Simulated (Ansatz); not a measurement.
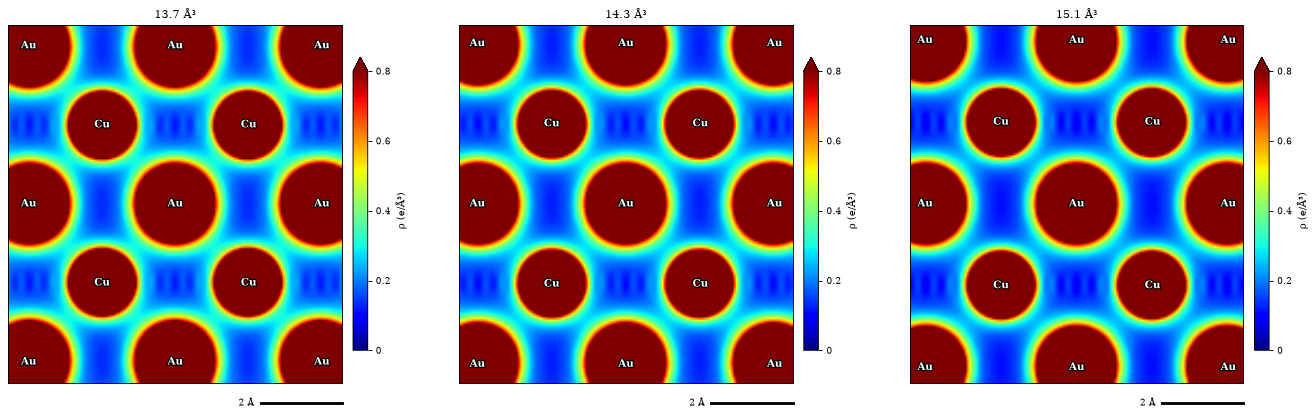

CuAu. The valence pseudo-density of cells scaled evenly to different volumes (given per atom above each panel), on the (110) plane of each (indices in the axes of the cell below), at one length scale and on one colour scale.

Computed with Kohn-Sham DFT of a periodic cell, HSE06, Ansatz PAW in Ansatz.

In a PAW calculation such maps are meaningful between the atoms, not at the nuclei.

The largest cell:

```
Au Cu
1.0
     2.86588    0.00000    0.00000
     0.00000    2.86588    0.00000
     0.00000    0.00000    3.75727
Au Cu
1 1
Direct
  0.00000 0.00000 0.00000
  0.50000 0.50000 0.50000
```

| volume (Å³/atom) | Cu–Au contact in the plane (Å) | ρ at its midpoint (e/Å³) | pressure (GPa) | 
| --- | --- | --- | --- |
| 13.68 | 2.655 | 0.322 | 13.7 | 
| 14.27 | 2.692 | 0.300 | 5.9 | 
| 14.85 | 2.728 | ? | ? | 
| 15.14 | 2.746 | 0.272 | −2.6 | 
| 15.43 | 2.763 | 0.263 | −4.8 | 

**What values belong in the row with question marks?**

Over the known rows ln ρ falls by 1.86 per Å of Cu–Au distance (a least-squares line), which gives 0.281 e/Å³ at 2.728 Å; the calculation gives 0.281 e/Å³. For the pressure, a straight line in volume between the neighbouring rows gives 0.2 GPa; the calculation gives −0.1, lower because pressure rises ever faster on compression.
